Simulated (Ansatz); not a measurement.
# Gd: single-point calculation (part 2 of 2)

Continued. System: Gd (4 atoms in the cell). Method: DFT, PBE, PAW with Ansatz's default frozen-core files, scalar-relativistic, spin-polarised (Ansatz 0.2.0); cutoff 420 eV, 5×8×5 k-mesh, Fermi–Dirac smearing of 0.05 eV, collinear spins. The structure derives from an entry of the Crystallography Open Database. It belongs to a series of runs on one base structure; here: moments start +--+; anisotropy by the force theorem, PAW files.

Geometry of the input (Å; fractional positions):
```
0.0000  0.0000  5.7826
3.6360  0.0000  0.0000
0.0000  6.2977  0.0000
Gd 0.2500  1.0000  0.3333
Gd 0.2500  0.5000  0.8333
Gd 0.7500  0.5000  0.1667
Gd 0.7500  0.0000  0.6667
```

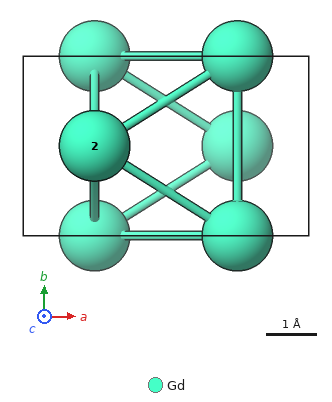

*The structure as given in the input (ball-and-stick view of the cell of the calculation, along the c axis; atoms are numbered from 1 in the order of the input). An atom can appear more than once, as a periodic image.*

Output, continued
```
  k-point 1 ↑: bands = ["-32.8515", "-32.8275", "-29.7283", "-29.6991", "-10.4482", "-10.3659", "-10.2514", "-10.1882", "-10.1234", "-10.0814", "-8.0958", "-8.0376", "-7.9064", "-7.8071", "-7.7482", "-7.7071", "7.6442", "7.6563", "7.6725", "7.6729", "7.6741", "7.6865", "7.6908", "7.7001", "7.7014", "7.7046", "7.7050", "7.7174", "7.7317", "7.7360", "7.8478", "10.1757", "10.5223", "11.0504", "11.4137", "12.3776", "12.6777", "12.7895", "12.8141", "12.8333", "12.8354", "12.8559", "12.8670", "12.9023", "12.9077", "12.9169", "12.9237", "12.9459", "12.9750", "13.0120", "13.5742", "13.6637", "13.8936", "14.0488", "14.3189", "14.3489", "14.6264", "14.7968", "14.9531", "15.1131", "15.1580"]
  k-point 2 ↑: bands = ["-32.8512", "-32.8277", "-29.7286", "-29.6991", "-10.4411", "-10.3482", "-10.2407", "-10.1955", "-10.1206", "-10.0829", "-8.0980", "-8.0569", "-7.9335", "-7.8051", "-7.7521", "-7.7059", "7.6443", "7.6577", "7.6684", "7.6697", "7.6698", "7.6832", "7.6921", "7.7002", "7.7002", "7.7045", "7.7053", "7.7158", "7.7318", "7.7383", "8.4955", "9.4212", "11.0054", "11.2485", "11.7978", "12.2358", "12.5077", "12.6977", "12.8291", "12.8365", "12.8424", "12.8516", "12.8570", "12.8811", "12.9084", "12.9086", "12.9152", "12.9454", "13.0127", "13.0275", "13.0660", "13.2325", "13.9430", "14.1938", "14.2255", "14.2922", "14.6871", "14.7312", "14.9676", "15.2948", "15.4714"]
  k-point 44 ↓: bands = ["-32.8242", "-32.8170", "-29.6950", "-29.6861", "-10.4754", "-10.4549", "-10.3948", "-10.3673", "-10.1611", "-10.1402", "-8.1207", "-8.1070", "-8.0480", "-8.0322", "-7.8295", "-7.7997", "7.6423", "7.6461", "7.6643", "7.6670", "7.6751", "7.6760", "7.6907", "7.6946", "7.7020", "7.7148", "7.7202", "7.7210", "7.7460", "7.7469", "10.3713", "10.3777", "10.6638", "10.7561", "12.0420", "12.0749", "12.1961", "12.4742", "12.6715", "12.8035", "12.8362", "12.8440", "12.8508", "12.8528", "12.8692", "12.8789", "12.9181", "12.9491", "12.9717", "12.9735", "13.0135", "13.0318", "13.9245", "14.0773", "14.3167", "14.3352", "14.7900", "15.2366", "15.7526", "16.2936", "17.6669"]
settings of this run that can trade accuracy for cost: output.eigenvalues: false. Do not mix this run's numbers with those of runs without the same settings; the input reference describes each key
```

File rho_z.tsv
```
# z_ang	rho[e/angstrom^3]	rho_spin[e/angstrom^3]
# format = ansatz-planar-average/11
# lattice	0.000000000	0.000000000	5.782600000
# lattice	3.636000000	0.000000000	0.000000000
# lattice	0.000000000	6.297736736	0.000000000
# sites	4
# site	64	3.636000000	2.099245579	1.445650000
# site	64	1.818000000	5.248113947	1.445650000
# site	64	1.818000000	1.049622789	4.336950000
# site	64	0.000000000	4.198491157	4.336950000
0.000000	1.465422e-1	-1.723417e-2
0.139950	1.612852e-1	-1.930501e-2
0.279899	2.089511e-1	-2.902699e-2
0.419849	2.968753e-1	-5.848662e-2
0.559799	4.257969e-1	-1.242129e-1
0.699749	5.770498e-1	-2.291121e-1
0.839698	7.139024e-1	-3.454902e-1
0.979648	8.010469e-1	-4.227856e-1
1.119598	8.228315e-1	-4.197479e-1
1.259547	7.880559e-1	-3.330882e-1
1.399497	7.289297e-1	-1.945646e-1
1.539447	6.910895e-1	-3.927623e-2
1.679396	7.046789e-1	1.175686e-1
1.819346	7.587443e-1	2.677617e-1
1.959296	8.110178e-1	3.854048e-1
2.099246	8.201280e-1	4.325575e-1
2.239195	7.652388e-1	3.922553e-1
2.379145	6.497952e-1	2.887930e-1
2.519095	5.006759e-1	1.727085e-1
2.659044	3.568294e-1	8.603994e-2
2.798994	2.475059e-1	4.020558e-2
2.938944	1.805534e-1	2.267159e-2
3.078894	1.501698e-1	1.770230e-2
3.218843	1.501698e-1	1.770230e-2
3.358793	1.805534e-1	2.267159e-2
3.498743	2.475059e-1	4.020558e-2
3.638692	3.568294e-1	8.603994e-2
3.778642	5.006759e-1	1.727085e-1
3.918592	6.497952e-1	2.887930e-1
4.058541	7.652388e-1	3.922553e-1
4.198491	8.201280e-1	4.325575e-1
4.338441	8.110178e-1	3.854048e-1
4.478391	7.587443e-1	2.677617e-1
4.618340	7.046789e-1	1.175686e-1
4.758290	6.910895e-1	-3.927623e-2
4.898240	7.289297e-1	-1.945646e-1
5.038189	7.880559e-1	-3.330882e-1
5.178139	8.228315e-1	-4.197479e-1
5.318089	8.010469e-1	-4.227856e-1
5.458039	7.139024e-1	-3.454902e-1
5.597988	5.770498e-1	-2.291121e-1
5.737938	4.257969e-1	-1.242129e-1
5.877888	2.968753e-1	-5.848662e-2
6.017837	2.089511e-1	-2.902699e-2
6.157787	1.612852e-1	-1.930501e-2
```

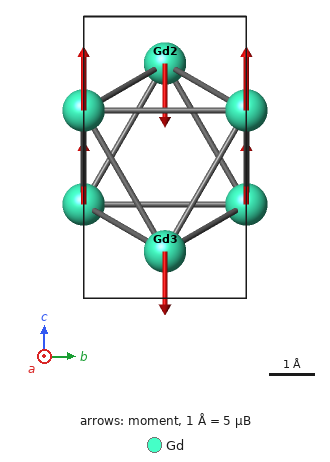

*Magnetic moments of the sites as red arrows (ball-and-stick view of the cell of the calculation, along the a axis; atoms are numbered from 1 in the order of the input); small moments hardly show. The run is collinear, so the axis drawn is arbitrary.*

Site moments: Gd2, Gd3 (−7.18 μB); Gd1, Gd4 (7.18 μB). They are counted near the atoms and needn't add up to the moment of the cell.

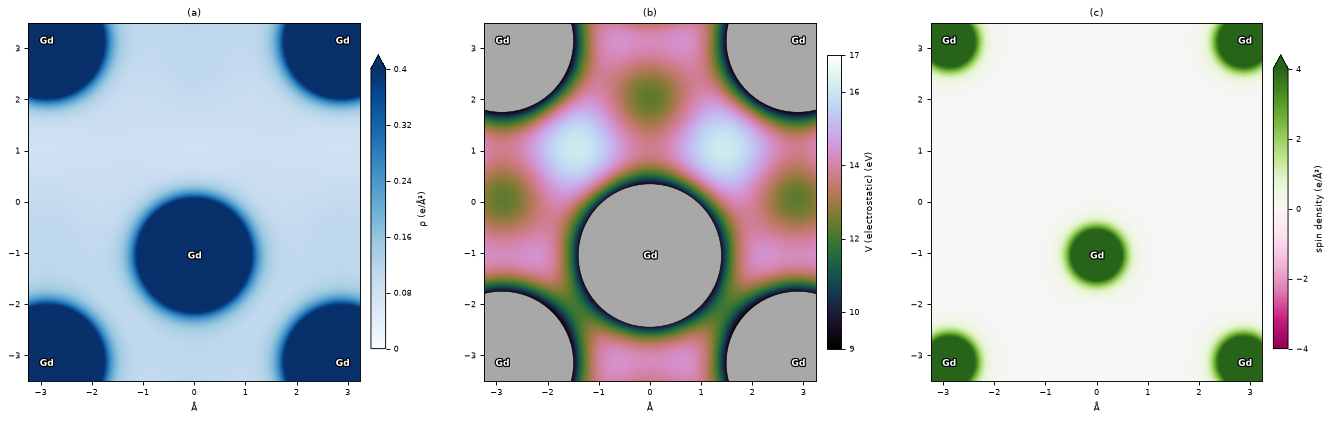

*(a) valence electron density; (b) electrostatic potential energy of an electron; (c) spin density (up minus down) on the (010) plane of the conventional cell of the magnetic structure. Grey discs, where drawn, cover atomic cores.*

Gd–Gd (3.57 Å): ρ at the midpoint is about 0.11 e/Å³. Away from the nuclei the density in this plane falls to 0.08 e/Å³ at its lowest. The cell of the calculation (4 atoms) carries 0.0 μB net. Outside the cores the potential energy rises away from the atoms and is highest about 2.5 Å from the nearest atoms; outside the discs it spans about 7 eV, and its zero is arbitrary. In a PAW calculation such maps are meaningful between the atoms, not at the nuclei.

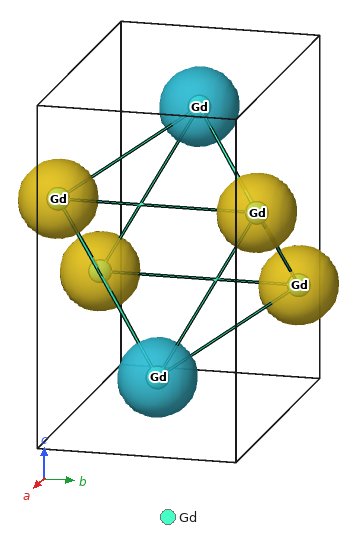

*Isosurfaces of the magnetisation density (up minus down) at +1 (yellow) and −1 e/Å³ (cyan), seen slightly off an axis. Sticks mark near contacts. The outline is the cell set on symmetry axes of the magnetic structure.*

The cell of the calculation (4 atoms) carries 0.0 μB net.

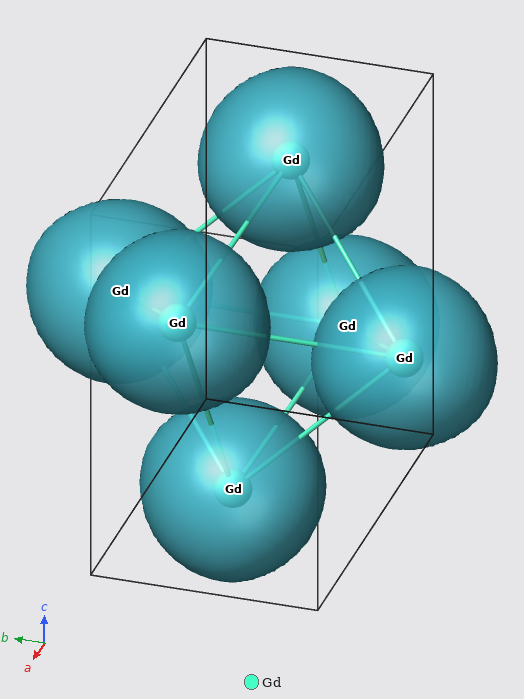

*Isosurface of the valence pseudo-density at 0.15 e/Å³ (cyan), seen at an oblique angle. Sticks mark near contacts. The outline is the cell set on symmetry axes of the magnetic structure.*

At this value the density breaks into separate islands; it holds about 85 % of the electrons treated as valence (semicore included). It is pinched off along the Gd–Gd (3.57 Å) and Gd–Gd (3.64 Å) contacts. On the grid the lowest density along these lines, outside the cores, is 0.1 e/Å³ (Gd–Gd, 3.57 Å) and 0.1 e/Å³ (Gd–Gd, 3.64 Å).

Results in brief

| quantity | value |
| --- | --- |
| outcome | converged |
| space group (tolerance 0.01 Å) | P6₃/mmc (194) |
| electrons treated | 72 |
| free energy | −37328.8690 eV |
| Fermi energy | 12.172 eV |
| net moment of the cell | 0.00 μB |
| integrated absolute moment | 29.22 μB |
| hardware | 2 threads of Intel Xeon (Sapphire Rapids), 32 GiB of memory available, shared host |
| wall time | 3 min (CPU time 5.9 min) |
| peak memory | 2.4 GiB |
